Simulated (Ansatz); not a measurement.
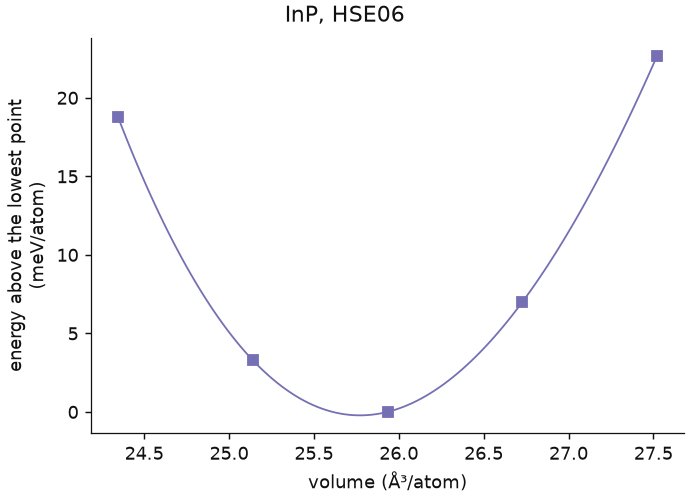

The plot gives the computed energy above the lowest point against volume for InP, space group F-43m (No. 216) (one of a set of cubic test structures, which need not be the stable phase).

Calculation (Ansatz 0.2.0 development build): equation of state of a cubic crystal from periodic Kohn-Sham density functional theory without spin, third-order Birch-Murnaghan fit to the free energies; pressure corrected for the finite basis. Level: HSE06.

| setting | value |
| --- | --- |
| structure type | zinc blende |
| atoms in cell | 2 |
| space group number | 216 |
| lattice centring | face-centred primitive |
| k mesh | 4×4×4 |
| occupation method | Fermi–Dirac |
| occupation width | 0.05 eV |
| wave cutoff | 270 eV |
| datasets | all-electron datasets |
| density tolerance | 1e−09 eV |
| bands | 13 |
| density cutoff ratio | 4 |
| nucleus | point |
| search for lower states | default |
| exchange singularity | regularized |

From this curve and the settings, what does the calculation give for the pressure at the same points?

The pressure falls from 4.484 GPa at volume 24.35 Å³/atom to −3.948 GPa at 27.52 Å³/atom, and changes sign near 25.78 Å³/atom.

```
volume (Å³/atom)  pressure (GPa)
           24.35           4.484
           25.14           1.816
           25.93          -0.440
           26.73          -2.343
           27.52          -3.948
```

Note: modest k-mesh, values are not fully converged in k.
